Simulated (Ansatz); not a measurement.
# PtSe₂: a changed input and its effect

System: PtSe₂ (3 atoms in the cell).
Method of run A: DFT, PBEsol, dispersion d4, plane waves, PAW, no spin polarisation (Ansatz 0.2.0).

The structure derives from an entry of the Crystallography Open Database. Text and figures count atoms from 1; the logs count them from 0 in places.

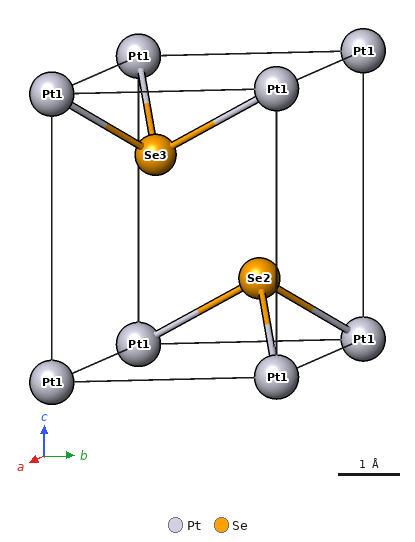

Figure 1. The input geometry (ball-and-stick view of the cell of the calculation, seen slightly off an axis; atoms are numbered from 1 in the order of the input).

## Input, run A
```yaml
crystal:
  lattice:
    - [3.7603063705, 0.0, 0.0]
    - [-1.8801531853, 3.2565208429, 0.0]
    - [0.0, 0.0, 4.863241221]
  atoms:
    - { symbol: Pt, position: [0.0, 0.0, 0.0] }
    - { symbol: Se, position: [0.3333333333, 0.6666666667, 0.2607783429] }
    - { symbol: Se, position: [0.6666666667, 0.3333333333, 0.7392216571] }
basis:
  ecutwfc: 420
kpoints:
  mp_grid: { grid: [9, 9, 7] }
hamiltonian:
  xc: pbesol
  dispersion: d4
scf:
  occupations: { method: gaussian, width: 0.1 }
  algorithm: density_mixing
output:
  forces: true
  eigenvalues: true
  stress: true
```

Launched with:
```bash
ansatz run input.yaml --threads 2 --pin off --max-ram 4096MiB --backend cpu --events-out ev --progress --plain --runs-dir out
```

Hardware: 2 threads of Arm Neoverse V1, 24 GiB of memory available, shared host.

## Output, shortened to warnings, some set-up lines, iterations and results (run A)
```
Basis set: ecut = 420 eV, 1169 PW (Γ), exchange–correlation on 54×54×72 points (8 copies of the dense FFT grid, shifted against one another)
Symmetry: 12 space group operations
k-points: 69 of 567
Initial density: superposition of atomic densities (neutral atoms: chi_scale 0, normalization atom), corrected by the library's trained network
[...]
SCF iter   1: F=—  HF=-23234.350999 eV  |F-HF|=—  |Δ(HF+E_count)|=         —  Δρ=3.73e-3  dr2=8.60e-3  ethr=1.77e-3  ⟨swp⟩=5.4  Hψ=7907  notcnv=0
SCF iter   2: F=—  HF=-23234.352257 eV  |F-HF|=—  |Δ(HF+E_count)|=   1.26e-3  Δρ=2.54e-3  dr2=4.30e-3  ethr=1.72e-5  ⟨swp⟩=2.0  Hψ=4486  notcnv=0  defer=45
SCF iter   3: F=—  HF=-23234.350416 eV  |F-HF|=—  |Δ(HF+E_count)|=   1.84e-3  Δρ=3.17e-4  dr2=6.26e-5  ethr=8.59e-6  ⟨swp⟩=2.0  Hψ=3678  notcnv=0  defer=45
SCF iter   4: F=—  HF=-23234.350408 eV  |F-HF|=—  |Δ(HF+E_count)|=   8.16e-6  Δρ=1.03e-4  dr2=1.24e-5  ethr=1.25e-7  ⟨swp⟩=2.0  Hψ=3195  notcnv=0  defer=45
SCF iter   5: F=—  HF=-23234.350406 eV  |F-HF|=—  |Δ(HF+E_count)|=   1.54e-6  Δρ=2.16e-5  dr2=2.09e-7  ethr=2.49e-8  ⟨swp⟩=2.0  Hψ=2637  notcnv=0  defer=45
SCF iter   6: F=-23234.350406 eV  HF=-23234.350406 eV  |F-HF|=2.37e-9  |Δ(HF+E_count)|=   1.34e-7  Δρ=4.43e-6  dr2=9.16e-9  ethr=2.00e-10  ⟨swp⟩=6.5  Hψ=8786  notcnv=0
SCF 1 converged in 6 iterations: F = -23234.350406 eV  dr2 = 9.16e-9
SCF converged after 6 iterations
Free energy (F): -23234.350406 eV
Harris-Foulkes:  -23234.350406 eV  (|F-HF|=2.37e-9)
Internal energy: -23234.346757 eV  (E = F + TS)
E sigma→0 (E₀):  -23234.348582 eV
Entropy (-TS):   -0.003649 eV (-1.216 meV/atom)
Fermi energy:    13.481191 eV
--- Per-component energies (eV) ---
  E_band       = -947.466556
  E_kinetic    = 874.611363
  E_local      = -6546.662023  (includes V_loc(G=0)·N_el)
  E_nonlocal   = -980.519135
  E_hartree    = 3031.581691
  E_xc         = -467.329028
  E_vxc        = -499.093196  (∫ρ·V_xc dr)
  E_paw        = -13053.769813  (= ΣΔE_a)
  E_vpaw       = 141.032820  (= ΣTr[D̂ρ^β])
  E_aug_tail   = -0.001031  (compensation charges beyond the density's cutoff)
  E_ewald      = -6093.683343
  E_disp       = -0.879322  (pairwise vdW)
  E_core_change = 2.303882  (= ΣΔE_core)
  E_smearing   = -0.003649  (= −TS)
  E_closure    = -0.000000  (closes the sum)
  Σ components = -23234.350406   (vs F -23234.350406, Δ=0.00e0)
--- Forces (eV/Å), atoms counted from 1 ---
  atom   1  Pt     0.00000000     0.00000000     0.00000000
  atom   2  Se     0.00000000    -0.00000000    -0.00317106
  atom   3  Se    -0.00000000     0.00000000     0.00317106
  max |Σ_I F_I| component: 2.10e-30 eV/Å
--- Stress (GPa, compression-positive) ---
       -2.260650       0.000000       0.000000
        0.000000      -2.260650       0.000000
        0.000000       0.000000      -2.294463
  P = ⅓ Tr σ = -2.2719 GPa (-22.719 kbar)
```

The input of run B differs as follows (lines with − go, lines with + come):
```diff
-  dispersion: d4
-  algorithm: density_mixing
```

How does run B compare with run A?

The total energies belong to different models, so their difference says nothing on which is more stable or more accurate. The pressure goes from −2.27 to −0.01 GPa. The dispersion correction adds attraction between all atoms, which pulls the cell inwards and lowers the pressure. The number of SCF iterations is the same.

## Output, shortened to warnings, some set-up lines, iterations and results (run B)
```
Basis set: ecut = 420 eV, 1169 PW (Γ), exchange–correlation on 54×54×72 points (8 copies of the dense FFT grid, shifted against one another)
Symmetry: 12 space group operations
k-points: 69 of 567
Initial density: superposition of atomic densities (neutral atoms: chi_scale 0, normalization atom), corrected by the library's trained network
[...]
SCF iter   1: F=—  HF=-23233.471677 eV  |F-HF|=—  |Δ(HF+E_count)|=         —  Δρ=3.73e-3  dr2=8.60e-3  ethr=1.77e-3  ⟨swp⟩=5.4  Hψ=7907  notcnv=0
SCF iter   2: F=—  HF=-23233.472935 eV  |F-HF|=—  |Δ(HF+E_count)|=   1.26e-3  Δρ=2.54e-3  dr2=4.30e-3  ethr=1.72e-5  ⟨swp⟩=2.0  Hψ=4486  notcnv=0  defer=45
SCF iter   3: F=—  HF=-23233.471094 eV  |F-HF|=—  |Δ(HF+E_count)|=   1.84e-3  Δρ=3.17e-4  dr2=6.26e-5  ethr=8.59e-6  ⟨swp⟩=2.0  Hψ=3678  notcnv=0  defer=45
SCF iter   4: F=—  HF=-23233.471086 eV  |F-HF|=—  |Δ(HF+E_count)|=   8.16e-6  Δρ=1.03e-4  dr2=1.24e-5  ethr=1.25e-7  ⟨swp⟩=2.0  Hψ=3195  notcnv=0  defer=45
SCF iter   5: F=—  HF=-23233.471084 eV  |F-HF|=—  |Δ(HF+E_count)|=   1.54e-6  Δρ=2.16e-5  dr2=2.09e-7  ethr=2.49e-8  ⟨swp⟩=2.0  Hψ=2637  notcnv=0  defer=45
SCF iter   6: F=-23233.471084 eV  HF=-23233.471084 eV  |F-HF|=2.37e-9  |Δ(HF+E_count)|=   1.34e-7  Δρ=4.43e-6  dr2=9.16e-9  ethr=2.00e-10  ⟨swp⟩=6.5  Hψ=8786  notcnv=0
SCF 1 converged in 6 iterations: F = -23233.471084 eV  dr2 = 9.16e-9
SCF converged after 6 iterations
Free energy (F): -23233.471084 eV
Harris-Foulkes:  -23233.471084 eV  (|F-HF|=2.37e-9)
Internal energy: -23233.467435 eV  (E = F + TS)
E sigma→0 (E₀):  -23233.469260 eV
Entropy (-TS):   -0.003649 eV (-1.216 meV/atom)
Fermi energy:    13.481191 eV
--- Per-component energies (eV) ---
  E_band       = -947.466556
  E_kinetic    = 874.611363
  E_local      = -6546.662023  (includes V_loc(G=0)·N_el)
  E_nonlocal   = -980.519135
  E_hartree    = 3031.581691
  E_xc         = -467.329028
  E_vxc        = -499.093196  (∫ρ·V_xc dr)
  E_paw        = -13053.769813  (= ΣΔE_a)
  E_vpaw       = 141.032820  (= ΣTr[D̂ρ^β])
  E_aug_tail   = -0.001031  (compensation charges beyond the density's cutoff)
  E_ewald      = -6093.683343
  E_core_change = 2.303882  (= ΣΔE_core)
  E_smearing   = -0.003649  (= −TS)
  E_closure    = -0.000000  (closes the sum)
  Σ components = -23233.471084   (vs F -23233.471084, Δ=0.00e0)
--- Forces (eV/Å), atoms counted from 1 ---
  atom   1  Pt     0.00000000    -0.00000000     0.00000000
  atom   2  Se     0.00000000    -0.00000000    -0.00897235
  atom   3  Se    -0.00000000     0.00000000     0.00897235
  max |Σ_I F_I| component: 3.47e-18 eV/Å
--- Stress (GPa, compression-positive) ---
       -0.018036       0.000000       0.000000
        0.000000      -0.018036       0.000000
        0.000000       0.000000       0.005346
  P = ⅓ Tr σ = -0.0102 GPa (-0.102 kbar)
```

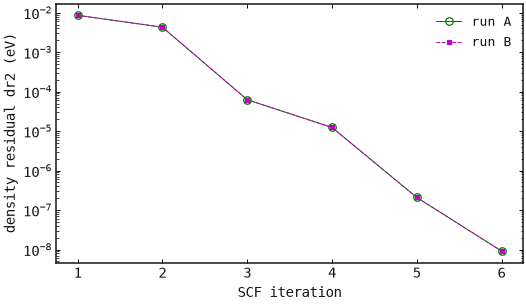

Figure 2. Convergence of the two runs: density residual dr2 against the SCF iteration. Run A takes 6 iterations in all, and run B takes 6.

## The two runs side by side

| quantity | run A | run B |
| --- | --- | --- |
| outcome | converged | converged |
| free energy per atom (eV) | −7744.7835 | −7744.4904 |
| energy per atom, smearing taken to zero (eV) | −7744.7829 | −7744.4898 |
| gap on the mesh (eV) | 0.00 | 0.00 |
| pressure (GPa) | −2.27 | −0.01 |
| largest force (eV/Å) | 0.003 | 0.009 |
| SCF iterations | 6 | 6 |
| irreducible k-points | 69 | 69 |
| plane waves at Γ | 1169 | 1169 |
| wall time (shared host) | 3 s | 3.1 s |

For both runs: Spin–orbit coupling is left out, which matters for Pt.
